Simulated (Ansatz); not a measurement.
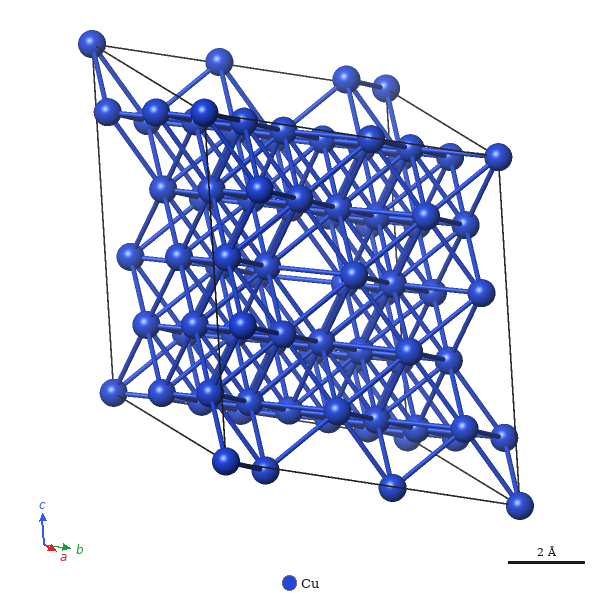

Drawn in the ball-and-stick manner and seen slightly off an axis. The frame is the supercell; atoms at its boundary are shown with their periodic copies. The host is Cu, in a cell of 62 sites, and the cell is neutral.

Where does the cell differ from the host, and how?

Answer. A copper vacancy. Around the empty site lie twelve Cu at about 2.5 Å.

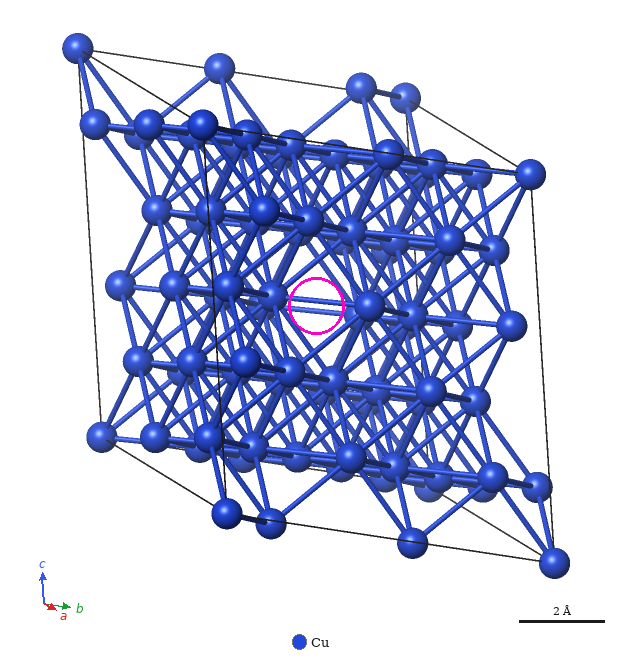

The same cell with a ring at the defect's site.

The atoms were relaxed in the host's cell with DFT PBE, scalar-relativistic, plane waves, PAW in Ansatz.
